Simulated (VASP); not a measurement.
# RPA total energies of CaO (Lime), part 6 of 6

How do cheaper functionals compare with the RPA for CaO (Lime), and at what cost? The scan starts from a database cell, scaled to the smallest volume of the series. The cell is of the rock-salt type, one of the forms listed for this formula. The start is a cell from a database of measured crystal structures.

VASP 6.6.1, plane waves and PAW; the level of theory is named at each step.

So far. Step 30 (Orbitals, volume ratio 1.06): The run ends at a pressure of -4.82 GPa. Step 31 (Exact exchange, volume ratio 1.06): The Hartree-Fock energy on these orbitals is -16.0782 eV an atom.

**32. Empty bands, volume ratio 1.06**

This step: PBE; plane waves and PAW (Ca_sv_GW, O_GW) (VASP 6.6.1).

The empty bands are made again, for the run that follows.

File INCAR:

```
SYSTEM = CaO
PREC = Accurate
ENCUT = 560
ISMEAR = 0
SIGMA = 0.05
LREAL = .FALSE.
GGA = PE
NBANDS = 896
ALGO = Exact
NELM = 1
LWAVE = .TRUE.
LCHARG = .FALSE.
LOPTICS = .TRUE.
NEDOS = 1000
CSHIFT = 0.1
```

File POSCAR:

```
CaO
1.0
    0.0000000000      2.4536982572      2.4536982572
    2.4536982572      0.0000000000      2.4536982572
    2.4536982572      2.4536982572      0.0000000000
Ca O
1 1
Direct
    0.0000000000      0.0000000000      0.0000000000
    0.5000000000      0.5000000000      0.5000000000
```

File KPOINTS:

```
Automatic mesh
0
Gamma
4 4 4
0 0 0
```

The projector-augmented-wave data sets are Ca_sv_GW and O_GW (PBE family, release 64).

Command:

```console
> mpirun -np 8 vasp_std
```

The program printed:

```text
[banner, memory and clock lines left out]
running    8 mpi-ranks, on    1 nodes
[...]
[... a notice as in an earlier step ...]

 LDA part: xc-table for (Slater+PW92), standard interpolation
 found WAVECAR, reading the header
  number of bands has changed, file:    14 present:   896
  trying to continue reading WAVECAR, but it might fail
 POSCAR, INCAR and KPOINTS ok, starting setup
[...]
reading WAVECAR
 random initialization beyond band           14
 the WAVECAR file was read successfully
 initial charge from wavefunction
 entering main loop
       N       E                     dE             d eps       ncg     rms          rms(c)
DIA:   1    -0.177602206005E+02   -0.17760E+02    0.00000E+00     0   0.000E+00
   1 F= -.17760221E+02 E0= -.17760221E+02  d E =-.164865E-22
 writing wavefunctions
 optical routines
 imaginary and real dielectric function
 recalculating local potential from charge density
 direction            1
 direction            2
 direction            3
```

The job ended after 10 s (8 MPI ranks of Intel Xeon Platinum 8488C (Sapphire Rapids), shared host; peak memory 1.1 GiB; 46 s of CPU time).

From OUTCAR (step 32):

```text
  Total       -0.8909734     -0.8909734     -0.8909734      0.0000000     -0.0000000     -0.0000000
  in kB      -48.3149868    -48.3149868    -48.3149868      0.0000000     -0.0000000     -0.0000000
  external PRESSURE =     -48.3149868 kB  Pullay stress =       0.0000000 kB

  FREE ENERGIE OF THE ION-ELECTRON SYSTEM (eV)
  ---------------------------------------------------
  free  energy   TOTEN  =       -17.7602206005 eV

  energy  without entropy=      -17.7602206005  energy(sigma->0) =      -17.76022060

[... 2 parts as in an earlier step ...]

[... 2 further parts left out ...]
[key lines of the parts left out:]
E-fermi :   4.4823
```

WAVECAR now holds 896 bands for 16 electrons.

**33. RPA correlation, volume ratio 1.06**

This step: RPA correlation on PBE orbitals; plane waves and PAW (Ca_sv_GW, O_GW) (VASP 6.6.1).

RPA correlation at this point.

File INCAR:

```
SYSTEM = CaO
PREC = Accurate
ENCUT = 560
ISMEAR = 0
SIGMA = 0.05
LREAL = .FALSE.
GGA = PE
NBANDS = 896
ALGO = ACFDT
ENCUTGW = 200
NOMEGA = 12
PRECFOCK = Fast
LWAVE = .FALSE.
LCHARG = .FALSE.
```

POSCAR is that of step 32.

KPOINTS is that of step 32.

Command:

```console
> mpirun -np 8 vasp_std
```

The program printed:

```text
[banner, memory and clock lines left out]
running    8 mpi-ranks, on    1 nodes
[...]
[... a notice as in an earlier step ...]

 LDA part: xc-table for (Slater+PW92), standard interpolation
 found WAVECAR, reading the header
 POSCAR, INCAR and KPOINTS ok, starting setup
[...]
reading WAVECAR
 the WAVECAR file was read successfully
 initial charge from wavefunction
 available memory per node:     63.61 GB, setting MAXMEM to     65139

 The Fermi energy was updated, please check that it is located mid-gap
 values below the HOMO (VB) or above the LUMO (CB) will cause erroneous energies
 E-fermi :   5.9737

 the WAVEDER file was read successfully
 set NWRITE>2 for more details about minimax calculation
 number of imaginary grid points requested:      12
 number of distinct grids requested:  1
 quadrature errors minimized for energies in [ 0.366E+01, 0.588E+03 ]
 bosonic grid (T=0, re) determined with error: 0.7873E-08
 bosonic grid (re): 0.7873E-08
[...]
NQ=   2    0.2500    0.0000    0.0000,
|.........|.........|.........|.........
 performed      10910000 updates of chi_q(r,r)
 total number of BLAS operations       2956.21 Gflops
NQ=   3    0.5000    0.0000    0.0000,
|.........|.........|.........|.........
 performed      16365000 updates of chi_q(r,r)
 total number of BLAS operations       4370.37 Gflops
NQ=   4    0.2500    0.2500    0.0000,
|.........|.........|.........|.........
 performed      21820000 updates of chi_q(r,r)
 total number of BLAS operations       5753.28 Gflops
NQ=   5    0.5000    0.2500    0.0000,
|.........|.........|.........|.........
 performed      27275000 updates of chi_q(r,r)
 total number of BLAS operations       7295.94 Gflops
NQ=   6   -0.2500    0.2500    0.0000,
|.........|.........|.........|.........
 performed      32730000 updates of chi_q(r,r)
 total number of BLAS operations       8904.94 Gflops
NQ=   7    0.5000    0.5000    0.0000,
|.........|.........|.........|.........
 performed      38185000 updates of chi_q(r,r)
 total number of BLAS operations      10480.60 Gflops
NQ=   8   -0.2500    0.5000    0.2500,
|.........|.........|.........|.........
 performed      43640000 updates of chi_q(r,r)
 total number of BLAS operations      12226.48 Gflops
 entering main loop
```

It took 1.8 min on 8 MPI ranks; peak memory 2 GiB.

From OUTCAR (step 33):

```text
      cutoff energy     smooth cutoff   RPA   correlation   Hartree contr. to MP2
---------------------------------------------------------------------------------
            200.000           160.000      -20.0522418546      -31.4922096939
            190.476           152.381      -19.7468845992      -31.0990422860
            181.406           145.125      -19.4266691618      -30.6800714193
            172.768           138.214      -19.1003765606      -30.2459733760
            164.541           131.632      -18.7612520493      -29.7868654744
            156.705           125.364      -18.4103636211      -29.3038453861
            149.243           119.394      -18.0498796464      -28.7992331373
            142.136           113.709      -17.6850350762      -28.2800418552
  linear regression

[... 2 parts as in an earlier step ...]

[... 2 further parts left out ...]
[key lines of the parts left out:]
E-fermi :   5.9737
```

Extrapolated by the program to an infinite response cutoff, the correlation energy is -11.772 eV an atom, +4 meV against the point before. With exact exchange the total is -27.8498 eV an atom.

**34. Comparison: r2SCAN, volume ratio 1.06**

This step: r2SCAN; plane waves and PAW (Ca_sv_GW, O_GW) (VASP 6.6.1).

The comparison at this point.

File INCAR:

```
SYSTEM = CaO
PREC = Accurate
ENCUT = 560
EDIFF = 1E-06
NELM = 100
ISMEAR = 0
SIGMA = 0.05
LREAL = .FALSE.
ALGO = Normal
METAGGA = R2SCAN
LASPH = .TRUE.
NBANDS = 14
LWAVE = .FALSE.
LCHARG = .FALSE.
KPAR = 8
```

POSCAR is that of step 33.

KPOINTS is that of step 33.

Command:

```console
> mpirun -np 8 vasp_std
```

The program printed:

```text
[... set-up lines as in an earlier step ...]
 entering main loop
       N       E                     dE             d eps       ncg     rms          rms(c)
DAV:   1     0.194520405630E+03    0.19452E+03   -0.77720E+03   224   0.125E+03
DAV:   2    -0.160752733022E+02   -0.21060E+03   -0.18560E+03   278   0.492E+02
DAV:   3    -0.347759174304E+02   -0.18701E+02   -0.18031E+02   370   0.153E+02
DAV:   4    -0.352199970555E+02   -0.44408E+00   -0.44357E+00   322   0.235E+01
[...]
DAV:  13    -0.244126586115E+02    0.23011E-03   -0.76485E-04   362   0.418E-01    0.517E-02
DAV:  14    -0.244126516281E+02    0.69834E-05   -0.36477E-05   256   0.689E-02    0.232E-02
DAV:  15    -0.244126524957E+02   -0.86760E-06   -0.55828E-06   336   0.245E-02
   1 F= -.24412652E+02 E0= -.24412652E+02  d E =-.276798E-12
```

Elapsed: 18 s, on 8 MPI ranks; peak memory 1.2 GiB.

Parts of OUTCAR (step 34):

```text
  Total       -1.3842477     -1.3842477     -1.3842477     -0.0000000     -0.0000000     -0.0000000
  in kB      -75.0638673    -75.0638673    -75.0638673     -0.0000000     -0.0000000     -0.0000000
  external PRESSURE =     -75.0638673 kB  Pullay stress =       0.0000000 kB

 POSITION                                       TOTAL-FORCE (eV/Angst)
 -----------------------------------------------------------------------------------
      0.00000      0.00000      0.00000         0.000000      0.000000      0.000000
      2.45370      2.45370      2.45370         0.000000      0.000000      0.000000
 -----------------------------------------------------------------------------------
    total drift:                                0.000000      0.000000      0.000000

  FREE ENERGIE OF THE ION-ELECTRON SYSTEM (eV)
  ---------------------------------------------------
  free  energy   TOTEN  =       -24.4126524957 eV

  energy  without entropy=      -24.4126524957  energy(sigma->0) =      -24.41265250

[... 2 parts as in an earlier step ...]

[... 1 further part left out ...]
[key lines of the parts left out:]
E-fermi :   4.0399
```

Its energy is -12.2063 eV an atom, on a zero of its own.

**35. Orbitals for comparison: HSE06, volume ratio 1.06**

This step: PBE; plane waves and PAW (Ca_sv_GW, O_GW) (VASP 6.6.1).

Starting orbitals, as before.

File INCAR:

```
SYSTEM = CaO
PREC = Accurate
ENCUT = 560
EDIFF = 1E-05
NELM = 100
ISMEAR = 0
SIGMA = 0.05
LREAL = .FALSE.
ALGO = Normal
GGA = PE
NBANDS = 14
LORBIT = 11
LWAVE = .TRUE.
LCHARG = .FALSE.
KPAR = 8
```

POSCAR is that of step 34.

KPOINTS is that of step 34.

Command:

```console
> mpirun -np 8 vasp_std
```

The program printed:

```text
[... set-up lines as in an earlier step ...]
 entering main loop
       N       E                     dE             d eps       ncg     rms          rms(c)
[... 11 cycles as in an earlier step ...]
DAV:  12    -0.177602208238E+02   -0.16679E-04   -0.63698E-05   294   0.957E-02    0.276E-02
DAV:  13    -0.177602202911E+02    0.53270E-06   -0.25103E-06   130   0.345E-02
   1 F= -.17760220E+02 E0= -.17760220E+02  d E =-.372331E-21
 writing wavefunctions
```

Run time: 7.2 s. Hardware: 8 MPI ranks; peak memory 1.2 GiB; 22 s of CPU time.

OUTCAR, selected parts (step 35):

```text
  Total       -0.8836989     -0.8836989     -0.8836989     -0.0000000      0.0000000     -0.0000000
  in kB      -47.9205134    -47.9205134    -47.9205134     -0.0000000      0.0000000     -0.0000000
  external PRESSURE =     -47.9205134 kB  Pullay stress =       0.0000000 kB

 POSITION                                       TOTAL-FORCE (eV/Angst)
 -----------------------------------------------------------------------------------
      0.00000      0.00000      0.00000         0.000000     -0.000000     -0.000000
      2.45370      2.45370      2.45370        -0.000000      0.000000      0.000000
 -----------------------------------------------------------------------------------
    total drift:                                0.000000      0.000000      0.000000

  FREE ENERGIE OF THE ION-ELECTRON SYSTEM (eV)
  ---------------------------------------------------
  free  energy   TOTEN  =       -17.7602202911 eV

  energy  without entropy=      -17.7602202911  energy(sigma->0) =      -17.76022029

[... 2 parts as in an earlier step ...]

[... 1 further part left out ...]
[key lines of the parts left out:]
E-fermi :   4.4704
```

The run ends at a pressure of -4.79 GPa.

**36. Comparison: HSE06, volume ratio 1.06**

This step: HSE06; plane waves and PAW (Ca_sv_GW, O_GW) (VASP 6.6.1).

The comparison at this point.

File INCAR:

```
SYSTEM = CaO
PREC = Accurate
ENCUT = 560
EDIFF = 1E-06
NELM = 100
ISMEAR = 0
SIGMA = 0.05
LREAL = .FALSE.
ALGO = Normal
LHFCALC = .TRUE.
AEXX = 0.25
GGA = PE
HFSCREEN = 0.2
LASPH = .TRUE.
NBANDS = 14
PRECFOCK = Fast
LWAVE = .FALSE.
LCHARG = .FALSE.
KPAR = 8
```

POSCAR is that of step 35.

KPOINTS is that of step 35.

The WAVECAR or CHGCAR of an earlier step is read.

Command:

```console
> mpirun -np 8 vasp_std
```

The program printed:

```text
[... set-up lines as in an earlier step ...]
 entering main loop
       N       E                     dE             d eps       ncg     rms          rms(c)
DAV:   1    -0.207984878644E+02   -0.20798E+02   -0.26922E-01   320   0.117E+01    0.107E+00
DAV:   2    -0.207921150962E+02    0.63728E-02   -0.34805E-02   348   0.254E+00    0.586E-01
DAV:   3    -0.207915441191E+02    0.57098E-03   -0.42421E-03   330   0.720E-01    0.401E-01
DAV:   4    -0.207908528123E+02    0.69131E-03   -0.86148E-04   286   0.495E-01    0.231E-01
DAV:   5    -0.207907191502E+02    0.13366E-03   -0.36932E-04   366   0.268E-01    0.137E-01
DAV:   6    -0.207906693453E+02    0.49805E-04   -0.18555E-05   356   0.745E-02    0.749E-02
DAV:   7    -0.207906564801E+02    0.12865E-04   -0.94259E-06   378   0.388E-02    0.404E-02
DAV:   8    -0.207906534852E+02    0.29949E-05   -0.30214E-06   272   0.314E-02    0.233E-02
DAV:   9    -0.207906527468E+02    0.73843E-06   -0.10175E-06   118   0.191E-02
   1 F= -.20790653E+02 E0= -.20790653E+02  d E =-.166776E-18
```

Wall time 24 s (8 MPI ranks); peak memory 1.9 GiB.

From OUTCAR (step 36):

```text
 POSITION                                       TOTAL-FORCE (eV/Angst)
 -----------------------------------------------------------------------------------
      0.00000      0.00000      0.00000         0.000000      0.000000      0.000000
      2.45370      2.45370      2.45370         0.000000      0.000000      0.000000
 -----------------------------------------------------------------------------------
    total drift:                                0.000001     -0.000001      0.000002

  FREE ENERGIE OF THE ION-ELECTRON SYSTEM (eV)
  ---------------------------------------------------
  free  energy   TOTEN  =       -20.7906527468 eV

  energy  without entropy=      -20.7906527468  energy(sigma->0) =      -20.79065275

[... 2 parts as in an earlier step ...]

[... 1 further part left out ...]
[key lines of the parts left out:]
E-fermi :   3.3784
```

Its energy is -10.3953 eV an atom, on a zero of its own.

**37. Summary**

This step: exact exchange and RPA correlation on PBE orbitals, beside r2SCAN, beside HSE06; plane waves and PAW (VASP 6.6.1).

Derived from the runs above.

This step gave:

* equilibrium volume, EXX+RPA: 13.97 Å³/atom
* bulk modulus: 112.4 GPa

Energy above the lowest point against volume; values in meV/atom:

```
volume (Å³/atom)   PBE   EXX  EXX+RPA  r2SCAN  HSE06
          13.100  24.3  38.7     21.4    11.4   11.9
          13.518  7.19  14.4     5.47   0.735  0.836
          13.937     0  2.02        0       0      0
          14.355  1.56     0     3.52    8.11   7.55
          14.773  10.4  6.79     14.5    23.5   22.4
```

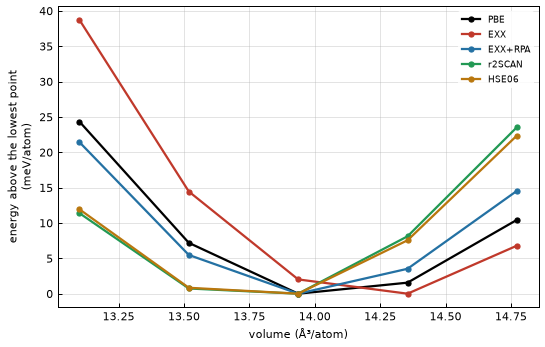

Energy above the lowest point against volume.

Cost is wall time times ranks on a shared host; the EXX and RPA rows hold the orbitals run too, the hybrid row not its starting run, and runs of a few seconds are mostly start-up. Fits of the equation of state:

```
  level  V0 (Å³/atom)  B0 (GPa)  fit error (meV/atom)  minimum inside the series  cost a point (core minutes)
    PBE         14.07     105.9               0.02277                        yes                         0.86
    EXX         14.24     120.8               0.02189                        yes                         2.07
EXX+RPA         13.97     112.4               0.01445                        yes                         13.6
 r2SCAN         13.75     116.3               0.03548                        yes                         1.78
  HSE06         13.77     115.3               0.02551                        yes                         2.44
```

**38. Outcome**

```json
{"PBE": "V0 14.07 Å³/atom, B0 106 GPa", "EXX": "V0 14.24 Å³/atom, B0 121 GPa", "EXX+RPA": "V0 13.97 Å³/atom, B0 112 GPa", "r2SCAN": "V0 13.75 Å³/atom, B0 116 GPa", "HSE06": "V0 13.77 Å³/atom, B0 115 GPa"}
```

**Reading.** Exact exchange with RPA correlation puts the minimum at 13.97 Å³ an atom, with a bulk modulus of 112 GPa. PBE puts the volume 0.68 % above EXX+RPA, at roughly 1/16 of its cost. r2SCAN puts the volume 1.6 % below EXX+RPA, at roughly 1/8 of its cost. HSE06 puts the volume 1.5 % below EXX+RPA, at roughly 1/6 of its cost. Correlation shrinks the exact-exchange volume by 1.9 %. Mesh, ENCUT and response cutoff weren't varied, and the extrapolation in the response cutoff changes with the volume, so small differences in volume between the levels aren't resolved. Exact exchange and correlation are taken on one coarse mesh and aren't self-consistent; the correlation energy is extrapolated in the response cutoff by the program, which at the first volume adds -1749 meV an atom to the value at the highest cutoff and varies with the volume; a small fit error says nothing about that part. NBANDS follows the largest plane-wave count of any k point, which rises in steps with the volume. The cheaper functionals share the mesh, and the fits are third-order Birch-Murnaghan curves. Not tabulated here, as repeats of values shown or as unfit to read for their mesh, reference level or band range: eps2 curves (empty bands); eps1 curves and static values (empty bands); gaps (empty bands).

[Lines on the potential files, build, host, timing and source positions are cut from VASP's logs without a mark.]

[Logs are printed without paths, hosts, clocks, repeated set-up lines and the standing remarks that a program may print on its own settings, such as how far it seeks lower states.]

[Hosts, paths, dates, database ids (printed as entryN), source tags and the programs' standing remarks are cut or masked in the printed files.]

[Pressures printed for these runs are not shown converged in the cutoff: they can be off by several GPa and have the wrong sign.]
